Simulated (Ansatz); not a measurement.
# Residual resistivity of an alloy: Nb(100) with 4 layers of random Nb-Re, 2x2, part 2 of 2

Wanted: resistance against the alloy's length, first Nb(100) with 4 layers of random Nb-Re, 2x2.

Ansatz 0.2.0; Ansatz plane-wave DFT, PBE, PAW files; ballistic transport by layer matching (Landauer), zero bias; PAW set soft_1.

So far. Step 2 (With 4 alloy layers): Over the solved energies the transmission per spin lies between 4.38 and 4.69, out of 11.0 channels of the lead on average (up to 11.7).

## 3. With 8 alloy layers

System of this step: Nb(100) with 8 layers of random Nb-Re, 2x2. The cell holds 72 atoms: 56 Nb and 16 Re. Its edges and angles: a = 6.613 Å, b = 6.613 Å, c = 29.757 Å, α = 90.0°, β = 90.0°, γ = 90.0°. It derives from Nb. Regions: lead, 40 atoms (40 Nb); scattering region, 32 atoms (16 Nb and 16 Re). The structure is stacked along c, and the current runs across the ab planes.

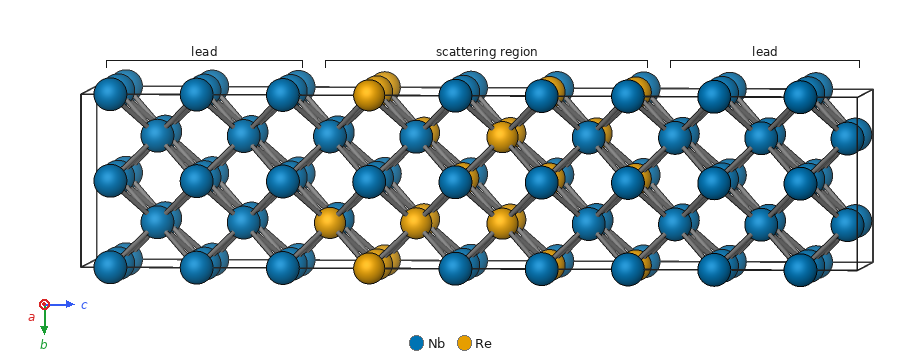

The cell of this step (niobium blue, rhenium orange). Some periodic images of atoms are drawn too.

Input file input.yaml:

```yaml
crystal:
  lattice:
    - [6.6126, 0.0, 0.0]
    - [0.0, 6.6126, 0.0]
    - [0.0, 0.0, 29.7567]
  atoms:
    - { symbol: Nb, position: [0.0, 0.0, 0.0277777778] }
    - { symbol: Nb, position: [0.0, 0.5, 0.0277777778] }
    - { symbol: Nb, position: [0.5, 0.0, 0.0277777778] }
    - { symbol: Nb, position: [0.5, 0.5, 0.0277777778] }
    - { symbol: Nb, position: [0.25, 0.25, 0.0833333333] }
    - { symbol: Nb, position: [0.25, 0.75, 0.0833333333] }
    - { symbol: Nb, position: [0.75, 0.25, 0.0833333333] }
    - { symbol: Nb, position: [0.75, 0.75, 0.0833333333] }
    - { symbol: Nb, position: [0.0, 0.0, 0.1388888889] }
    - { symbol: Nb, position: [0.0, 0.5, 0.1388888889] }
    - { symbol: Nb, position: [0.5, 0.0, 0.1388888889] }
    - { symbol: Nb, position: [0.5, 0.5, 0.1388888889] }
    - { symbol: Nb, position: [0.25, 0.25, 0.1944444444] }
    - { symbol: Nb, position: [0.25, 0.75, 0.1944444444] }
    - { symbol: Nb, position: [0.75, 0.25, 0.1944444444] }
    - { symbol: Nb, position: [0.75, 0.75, 0.1944444444] }
    - { symbol: Nb, position: [0.0, 0.0, 0.25] }
    - { symbol: Nb, position: [0.0, 0.5, 0.25] }
    - { symbol: Nb, position: [0.5, 0.0, 0.25] }
    - { symbol: Nb, position: [0.5, 0.5, 0.25] }
    - { symbol: Nb, position: [0.25, 0.25, 0.3055555556] }
    - { symbol: Nb, position: [0.25, 0.75, 0.3055555556] }
    - { symbol: Nb, position: [0.75, 0.25, 0.3055555556] }
    - { symbol: Re, position: [0.75, 0.75, 0.3055555556] }
    - { symbol: Re, position: [0.0, 0.0, 0.3611111111] }
    - { symbol: Nb, position: [0.0, 0.5, 0.3611111111] }
    - { symbol: Re, position: [0.5, 0.0, 0.3611111111] }
    - { symbol: Nb, position: [0.5, 0.5, 0.3611111111] }
    - { symbol: Re, position: [0.25, 0.25, 0.4166666667] }
    - { symbol: Re, position: [0.25, 0.75, 0.4166666667] }
    - { symbol: Nb, position: [0.75, 0.25, 0.4166666667] }
    - { symbol: Re, position: [0.75, 0.75, 0.4166666667] }
    - { symbol: Nb, position: [0.0, 0.0, 0.4722222222] }
    - { symbol: Nb, position: [0.0, 0.5, 0.4722222222] }
    - { symbol: Nb, position: [0.5, 0.0, 0.4722222222] }
    - { symbol: Re, position: [0.5, 0.5, 0.4722222222] }
    - { symbol: Re, position: [0.25, 0.25, 0.5277777778] }
    - { symbol: Re, position: [0.25, 0.75, 0.5277777778] }
    - { symbol: Re, position: [0.75, 0.25, 0.5277777778] }
    - { symbol: Re, position: [0.75, 0.75, 0.5277777778] }
    - { symbol: Nb, position: [0.0, 0.0, 0.5833333333] }
    - { symbol: Nb, position: [0.0, 0.5, 0.5833333333] }
    - { symbol: Re, position: [0.5, 0.0, 0.5833333333] }
    - { symbol: Re, position: [0.5, 0.5, 0.5833333333] }
    - { symbol: Re, position: [0.25, 0.25, 0.6388888889] }
    - { symbol: Nb, position: [0.25, 0.75, 0.6388888889] }
    - { symbol: Nb, position: [0.75, 0.25, 0.6388888889] }
    - { symbol: Nb, position: [0.75, 0.75, 0.6388888889] }
    - { symbol: Nb, position: [0.0, 0.0, 0.6944444444] }
    - { symbol: Nb, position: [0.0, 0.5, 0.6944444444] }
    - { symbol: Re, position: [0.5, 0.0, 0.6944444444] }
    - { symbol: Re, position: [0.5, 0.5, 0.6944444444] }
    - { symbol: Nb, position: [0.25, 0.25, 0.75] }
    - { symbol: Nb, position: [0.25, 0.75, 0.75] }
    - { symbol: Nb, position: [0.75, 0.25, 0.75] }
    - { symbol: Nb, position: [0.75, 0.75, 0.75] }
    - { symbol: Nb, position: [0.0, 0.0, 0.8055555556] }
    - { symbol: Nb, position: [0.0, 0.5, 0.8055555556] }
    - { symbol: Nb, position: [0.5, 0.0, 0.8055555556] }
    - { symbol: Nb, position: [0.5, 0.5, 0.8055555556] }
    - { symbol: Nb, position: [0.25, 0.25, 0.8611111111] }
    - { symbol: Nb, position: [0.25, 0.75, 0.8611111111] }
    - { symbol: Nb, position: [0.75, 0.25, 0.8611111111] }
    - { symbol: Nb, position: [0.75, 0.75, 0.8611111111] }
    - { symbol: Nb, position: [0.0, 0.0, 0.9166666667] }
    - { symbol: Nb, position: [0.0, 0.5, 0.9166666667] }
    - { symbol: Nb, position: [0.5, 0.0, 0.9166666667] }
    - { symbol: Nb, position: [0.5, 0.5, 0.9166666667] }
    - { symbol: Nb, position: [0.25, 0.25, 0.9722222222] }
    - { symbol: Nb, position: [0.25, 0.75, 0.9722222222] }
    - { symbol: Nb, position: [0.75, 0.25, 0.9722222222] }
    - { symbol: Nb, position: [0.75, 0.75, 0.9722222222] }
kpoints:
  mp_grid: { grid: [4, 4, 1] }
hamiltonian:
  xc: pbe
  pseudopotentials: { kind: paw, azcp: { folder: soft_1 } }
scf:
  occupations: { method: fermi_dirac, width: 0.1 }
output:
  transmission: { leads: [[0, 4]], kmesh: [8, 8], e_range: [-0.05, 0.05], de: 0.05 }
  write_potential: true
  write_density: true
  volumetric_format: npy
```

The run is started by

```bash
$ ansatz run input.yaml --threads 4 --pin off --max-ram 15360MiB --backend cpu --events-out ev --progress --plain --runs-dir out
```

Numbers of over 12 decimals in the logs are rounded to 6 here.

The log of the run:

```text
[...]
Crystal: 72 atoms, lattice volume = 1301.156 Å³
Basis set: ecut = 420 eV, 25467 PW (Γ)
Bands: 581, of which v1, the nominal top of the filled ones, is band 484 counted from 1 (483 counted from 0)
Symmetry: 1 space group operations
[...]
k-points: 10 of 16 (time reversal used)
[...]
SCF iter   1: F=—  HF=-428887.500449 eV  |F-HF|=—  |Δ(HF+E_count)|=         —  Δρ=8.86e-2  dr2=1.72e3  ethr=3.10e-3  ⟨swp⟩=4.7  Hψ=18738  notcnv=0  defer=9
[...]
SCF iter  10: F=-428840.879214 eV  HF=-428840.879214 eV  |F-HF|=1.41e-8  |Δ(HF+E_count)|=   4.25e-8  Δρ=4.88e-7  dr2=1.60e-8  ethr=1.03e-11  ⟨swp⟩=10.1  Hψ=16331  notcnv=0
SCF 1 converged in 10 iterations: F = -428840.879214 eV  dr2 = 1.60e-8
[...]
transmission: 195 of 1904 steps passed
transmission: 381 of 1904 steps passed
[...]
transmission: 1904 of 1904 steps passed
SCF converged after 10 iterations
Free energy (F): -428840.879214 eV
[...]
Internal energy: -428838.456307 eV  (E = F + TS)
E sigma→0 (E₀):  -428839.667760 eV
Entropy (-TS):   -2.422907 eV (-33.651 meV/atom)
Fermi energy:    18.153204 eV
[...]
--- Band table (eV; the first three rows and the last of 10) ---
  k-point 0: bands = [... 480 lower, 18.4891, 18.4952, 18.4963, 18.5050, 18.5158, 18.5197, 18.5384, 18.5420, ... 93 higher]
  k-point 1: bands = [... 480 lower, 18.2413, 18.2985, 18.3079, 18.3631, 18.3798, 18.3883, 18.4065, 18.4281, ... 93 higher]
  k-point 2: bands = [... 480 lower, 18.0848, 18.1022, 18.1109, 18.1149, 18.1222, 18.1324, 18.1426, 18.1534, ... 93 higher]
  k-point 9: bands = [... 480 lower, 17.4671, 17.4977, 17.5333, 17.5587, 17.6145, 17.6242, 17.6363, 17.6410, ... 93 higher]
--- Transmission ---
  basis      : 385 plane waves across, 56 finite elements along
  points     : 34, standing for a mesh of 8 x 8
[...]
channels       : 1.082812e1 a spin
[...]
junction   : crystal 0 to crystal 0, 0.70 to 28.80 Å
    transmission   : 3.143194e0 a spin
[...]
```

Wall time 14 min (4 threads of AMD EPYC 9R14 (Zen 4), shared host); peak memory 8.6 GiB; 47 min of CPU time.

This step gave:

```yaml
free_energy: -428840.8792 eV
energy_at_zero_smearing: -428839.6678 eV
fermi_energy: 18.15 eV
transmission_per_spin_nearest_the_fermi_level: 3.143
open_channels_per_spin_nearest_the_fermi_level: 10.83
step_of_the_lead_s_potential: 6.6 meV
```

Per spin. Transmission, zone mean against energy, zero at the Fermi level:

```
energy (eV)  transmission, zone mean
    -0.0500                     3.21
     0.0000                     3.14
     0.0500                     3.13
```

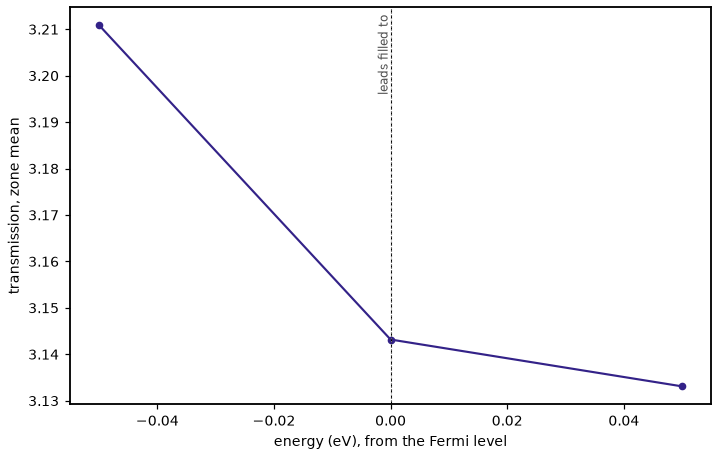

Transmission, zone mean against energy.

Over the solved energies the transmission per spin lies between 3.13 and 3.21, out of 11.0 channels of the lead on average (up to 11.7).

## 4. With 12 alloy layers

System of this step: Nb(100) with 12 layers of random Nb-Re, 2x2. The cell holds 88 atoms: 64 Nb and 24 Re. Its edges and angles: a = 6.613 Å, b = 6.613 Å, c = 36.369 Å, α = 90.0°, β = 90.0°, γ = 90.0°. It derives from Nb. Regions: lead, 40 atoms (40 Nb); scattering region, 48 atoms (24 Re and 24 Nb). The structure is stacked along c, and the current runs across the ab planes.

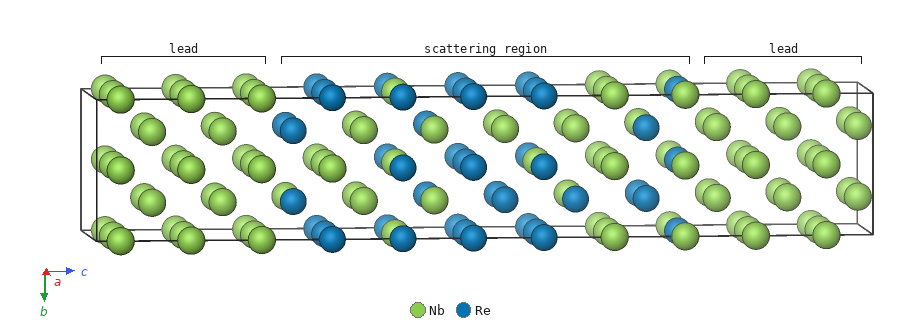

The cell of this step (niobium green, rhenium blue). Some periodic images of atoms are drawn too.

Input file input.yaml:

```yaml
crystal:
  lattice:
    - [6.6126, 0.0, 0.0]
    - [0.0, 6.6126, 0.0]
    - [0.0, 0.0, 36.3693]
  atoms:
    - { symbol: Nb, position: [0.0, 0.0, 0.0227272727] }
    - { symbol: Nb, position: [0.0, 0.5, 0.0227272727] }
    - { symbol: Nb, position: [0.5, 0.0, 0.0227272727] }
    - { symbol: Nb, position: [0.5, 0.5, 0.0227272727] }
    - { symbol: Nb, position: [0.25, 0.25, 0.0681818182] }
    - { symbol: Nb, position: [0.25, 0.75, 0.0681818182] }
    - { symbol: Nb, position: [0.75, 0.25, 0.0681818182] }
    - { symbol: Nb, position: [0.75, 0.75, 0.0681818182] }
    - { symbol: Nb, position: [0.0, 0.0, 0.1136363636] }
    - { symbol: Nb, position: [0.0, 0.5, 0.1136363636] }
    - { symbol: Nb, position: [0.5, 0.0, 0.1136363636] }
    - { symbol: Nb, position: [0.5, 0.5, 0.1136363636] }
    - { symbol: Nb, position: [0.25, 0.25, 0.1590909091] }
    - { symbol: Nb, position: [0.25, 0.75, 0.1590909091] }
    - { symbol: Nb, position: [0.75, 0.25, 0.1590909091] }
    - { symbol: Nb, position: [0.75, 0.75, 0.1590909091] }
    - { symbol: Nb, position: [0.0, 0.0, 0.2045454545] }
    - { symbol: Nb, position: [0.0, 0.5, 0.2045454545] }
    - { symbol: Nb, position: [0.5, 0.0, 0.2045454545] }
    - { symbol: Nb, position: [0.5, 0.5, 0.2045454545] }
    - { symbol: Re, position: [0.25, 0.25, 0.25] }
    - { symbol: Nb, position: [0.25, 0.75, 0.25] }
    - { symbol: Re, position: [0.75, 0.25, 0.25] }
    - { symbol: Re, position: [0.75, 0.75, 0.25] }
    - { symbol: Re, position: [0.0, 0.0, 0.2954545455] }
    - { symbol: Nb, position: [0.0, 0.5, 0.2954545455] }
    - { symbol: Re, position: [0.5, 0.0, 0.2954545455] }
    - { symbol: Nb, position: [0.5, 0.5, 0.2954545455] }
    - { symbol: Nb, position: [0.25, 0.25, 0.3409090909] }
    - { symbol: Nb, position: [0.25, 0.75, 0.3409090909] }
    - { symbol: Nb, position: [0.75, 0.25, 0.3409090909] }
    - { symbol: Nb, position: [0.75, 0.75, 0.3409090909] }
    - { symbol: Re, position: [0.0, 0.0, 0.3863636364] }
    - { symbol: Re, position: [0.0, 0.5, 0.3863636364] }
    - { symbol: Nb, position: [0.5, 0.0, 0.3863636364] }
    - { symbol: Nb, position: [0.5, 0.5, 0.3863636364] }
    - { symbol: Re, position: [0.25, 0.25, 0.4318181818] }
    - { symbol: Re, position: [0.25, 0.75, 0.4318181818] }
    - { symbol: Nb, position: [0.75, 0.25, 0.4318181818] }
    - { symbol: Nb, position: [0.75, 0.75, 0.4318181818] }
    - { symbol: Re, position: [0.0, 0.0, 0.4772727273] }
    - { symbol: Re, position: [0.0, 0.5, 0.4772727273] }
    - { symbol: Re, position: [0.5, 0.0, 0.4772727273] }
    - { symbol: Re, position: [0.5, 0.5, 0.4772727273] }
    - { symbol: Nb, position: [0.25, 0.25, 0.5227272727] }
    - { symbol: Re, position: [0.25, 0.75, 0.5227272727] }
    - { symbol: Nb, position: [0.75, 0.25, 0.5227272727] }
    - { symbol: Re, position: [0.75, 0.75, 0.5227272727] }
    - { symbol: Re, position: [0.0, 0.0, 0.5681818182] }
    - { symbol: Re, position: [0.0, 0.5, 0.5681818182] }
    - { symbol: Re, position: [0.5, 0.0, 0.5681818182] }
    - { symbol: Nb, position: [0.5, 0.5, 0.5681818182] }
    - { symbol: Nb, position: [0.25, 0.25, 0.6136363636] }
    - { symbol: Nb, position: [0.25, 0.75, 0.6136363636] }
    - { symbol: Nb, position: [0.75, 0.25, 0.6136363636] }
    - { symbol: Re, position: [0.75, 0.75, 0.6136363636] }
    - { symbol: Nb, position: [0.0, 0.0, 0.6590909091] }
    - { symbol: Nb, position: [0.0, 0.5, 0.6590909091] }
    - { symbol: Nb, position: [0.5, 0.0, 0.6590909091] }
    - { symbol: Nb, position: [0.5, 0.5, 0.6590909091] }
    - { symbol: Nb, position: [0.25, 0.25, 0.7045454545] }
    - { symbol: Re, position: [0.25, 0.75, 0.7045454545] }
    - { symbol: Re, position: [0.75, 0.25, 0.7045454545] }
    - { symbol: Re, position: [0.75, 0.75, 0.7045454545] }
    - { symbol: Nb, position: [0.0, 0.0, 0.75] }
    - { symbol: Nb, position: [0.0, 0.5, 0.75] }
    - { symbol: Re, position: [0.5, 0.0, 0.75] }
    - { symbol: Re, position: [0.5, 0.5, 0.75] }
    - { symbol: Nb, position: [0.25, 0.25, 0.7954545455] }
    - { symbol: Nb, position: [0.25, 0.75, 0.7954545455] }
    - { symbol: Nb, position: [0.75, 0.25, 0.7954545455] }
    - { symbol: Nb, position: [0.75, 0.75, 0.7954545455] }
    - { symbol: Nb, position: [0.0, 0.0, 0.8409090909] }
    - { symbol: Nb, position: [0.0, 0.5, 0.8409090909] }
    - { symbol: Nb, position: [0.5, 0.0, 0.8409090909] }
    - { symbol: Nb, position: [0.5, 0.5, 0.8409090909] }
    - { symbol: Nb, position: [0.25, 0.25, 0.8863636364] }
    - { symbol: Nb, position: [0.25, 0.75, 0.8863636364] }
    - { symbol: Nb, position: [0.75, 0.25, 0.8863636364] }
    - { symbol: Nb, position: [0.75, 0.75, 0.8863636364] }
    - { symbol: Nb, position: [0.0, 0.0, 0.9318181818] }
    - { symbol: Nb, position: [0.0, 0.5, 0.9318181818] }
    - { symbol: Nb, position: [0.5, 0.0, 0.9318181818] }
    - { symbol: Nb, position: [0.5, 0.5, 0.9318181818] }
    - { symbol: Nb, position: [0.25, 0.25, 0.9772727273] }
    - { symbol: Nb, position: [0.25, 0.75, 0.9772727273] }
    - { symbol: Nb, position: [0.75, 0.25, 0.9772727273] }
    - { symbol: Nb, position: [0.75, 0.75, 0.9772727273] }
kpoints:
  mp_grid: { grid: [4, 4, 1] }
hamiltonian:
  xc: pbe
  pseudopotentials: { kind: paw, azcp: { folder: soft_1 } }
scf:
  occupations: { method: fermi_dirac, width: 0.1 }
output:
  transmission: { leads: [[0, 4]], kmesh: [8, 8], e_range: [-0.05, 0.05], de: 0.05 }
  write_potential: true
  write_density: true
  volumetric_format: npy
```

The log of the run:

```text
[...]
Crystal: 88 atoms, lattice volume = 1590.301 Å³
Basis set: ecut = 420 eV, 31009 PW (Γ)
Bands: 716, of which v1, the nominal top of the filled ones, is band 596 counted from 1 (595 counted from 0)
Symmetry: 1 space group operations
[...]
k-points: 10 of 16 (time reversal used)
[...]
SCF iter   1: F=—  HF=-552273.715048 eV  |F-HF|=—  |Δ(HF+E_count)|=         —  Δρ=9.08e-2  dr2=2.34e3  ethr=3.10e-3  ⟨swp⟩=5.1  Hψ=23107  notcnv=0  defer=6
[...]
SCF iter  11: F=-552214.542211 eV  HF=-552214.542212 eV  |F-HF|=4.30e-8  |Δ(HF+E_count)|=   1.08e-8  Δρ=4.73e-7  dr2=4.47e-8  ethr=8.39e-12  ⟨swp⟩=8.4  Hψ=20632  notcnv=0
SCF 1 converged in 11 iterations: F = -552214.542211 eV  dr2 = 4.47e-8
[...]
transmission: 243 of 2346 steps passed
transmission: 477 of 2346 steps passed
[...]
transmission: 2346 of 2346 steps passed
SCF converged after 11 iterations
Free energy (F): -552214.542211 eV
[...]
Internal energy: -552211.832198 eV  (E = F + TS)
E sigma→0 (E₀):  -552213.187205 eV
Entropy (-TS):   -2.710013 eV (-30.796 meV/atom)
Fermi energy:    18.234602 eV
[...]
--- Band table (eV; the first three rows and the last of 10) ---
  k-point 0: bands = [... 592 lower, 18.5781, 18.5791, 18.5861, 18.6067, 18.6102, 18.6219, 18.6426, 18.6763, ... 116 higher]
  k-point 1: bands = [... 592 lower, 18.3577, 18.3712, 18.3818, 18.4036, 18.4132, 18.4508, 18.4617, 18.4804, ... 116 higher]
  k-point 2: bands = [... 592 lower, 18.1534, 18.1662, 18.1762, 18.1794, 18.1872, 18.1994, 18.2099, 18.2244, ... 116 higher]
  k-point 9: bands = [... 592 lower, 17.6078, 17.6351, 17.6506, 17.6805, 17.6949, 17.7028, 17.7075, 17.7108, ... 116 higher]
--- Transmission ---
  basis      : 385 plane waves across, 69 finite elements along
  points     : 34, standing for a mesh of 8 x 8
[...]
channels       : 1.085938e1 a spin
[...]
junction   : crystal 0 to crystal 0, 0.70 to 35.41 Å
    transmission   : 2.650360e0 a spin
[...]
```

Run time: 20 min. Hardware: 4 threads; peak memory 9.2 GiB; 68 min of CPU time.

Numbers from this step:

* free energy: -552214.5422 eV
* energy at zero smearing: -552213.1872 eV
* Fermi energy: 18.23 eV
* transmission per spin nearest the Fermi level: 2.650
* open channels per spin nearest the Fermi level: 10.86
* step of the lead's potential: 7.5 meV

Per spin. Transmission, zone mean against energy, zero at the Fermi level:

```
energy (eV)  transmission, zone mean
    -0.0500                     2.66
     0.0000                     2.65
     0.0500                     2.58
```

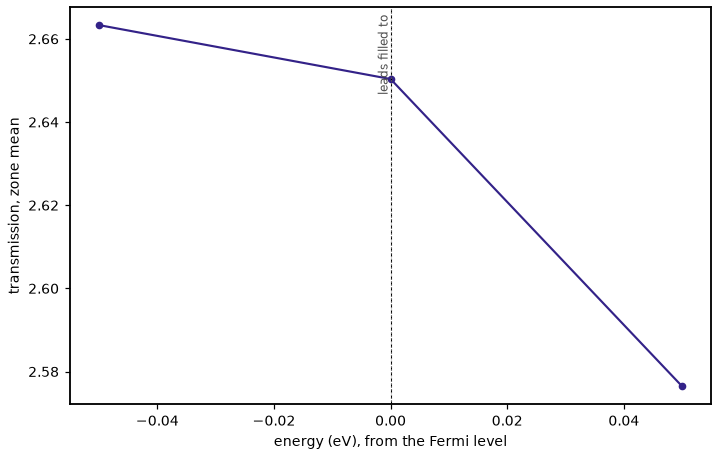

Transmission, zone mean, plotted against energy.

Over the solved energies the transmission per spin lies between 2.58 and 2.66, out of 11.0 channels of the lead on average (up to 11.8).

## 5. The fit

This step: Ansatz plane-wave DFT, PBE, PAW files; ballistic transport by layer matching (Landauer), zero bias; residual resistivity from the slope of the area resistance, atoms on the host's lattice; PAW set soft_1 (Ansatz 0.2.0).

This step gave:

```
resistivity           : 68.18 µΩ cm
intercept             : 0.3101 fΩ m²
scatter about the fit : 0.04134 fΩ m²
```

Resistance, by row:

```
run  length (Å)      T  channels N  RA (fΩ m²)
 n4       6.613  4.531       10.98      0.7317
 n8       13.23  3.162       10.97        1.27
n12       19.84   2.63       11.02       1.633
```

Table of area resistance by length of the alloy:

```
length of the alloy (Å)  area resistance (fΩ m²)
                   6.61                    0.732
                  13.23                     1.27
                  19.84                     1.63
```

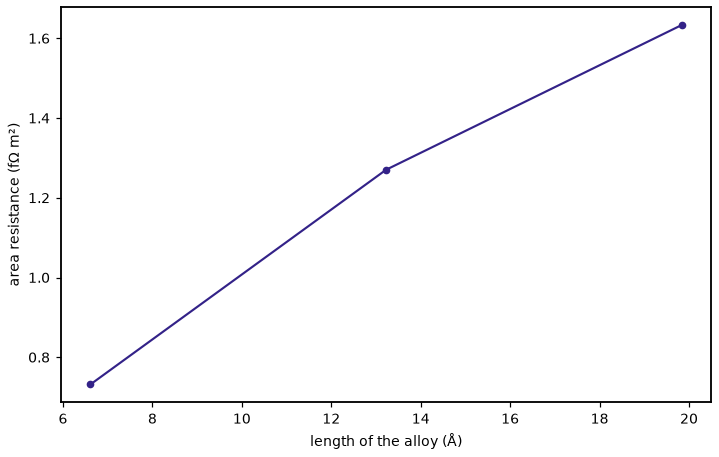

Area resistance against length of the alloy.

The area resistance goes from 0.73 to 1.6 fΩ m² between 6.6 and 19.8 Å, a slope of 68 µΩ cm.

By hand from the end points: (1.633 − 0.7317) fΩ m² / (19.84 − 6.61) Å = 68 µΩ cm, since 1 fΩ m² per Å is 1000 µΩ cm.

## 6. Summary of results

| Quantity | Value |
| --- | --- |
| resistivity from the slope | 68.2 µΩ cm |
| area resistance over 6.61 Å | 0.732 fΩ m² |
| area resistance over 13.2 Å | 1.27 fΩ m² |
| area resistance over 19.8 Å | 1.63 fΩ m² |

What this shows: The slope gives 68 µΩ cm. The points scatter by 0.041 fΩ m² about the line, with one random draw a length in a 2x2 cell, so the slope is a rough value. Read with a model of isotropic scattering on a spherical Fermi surface and the lead's 1.9×10¹⁵ S/m², this slope means a mean free path near 5.7 Å (a rough figure, since the alloy's own channel count differs); over these lengths the model's slope is within 3 % of its bulk resistivity, though a free path of a few ångströms strains the picture. The atoms sit on the host's lattice, so scattering by size misfit is left out. With 50 % of Re, whose own structure is another, this is a hypothetical phase. Spin-orbit coupling is left out, which matters for Re.

[Logs are printed without paths, hosts, clocks, repeated set-up lines and the standing remarks that a program may print on its own settings, such as how far it seeks lower states.]

[Hosts, paths, dates, database ids (printed as entryN), source tags and the programs' standing remarks are cut or masked in the printed files.]
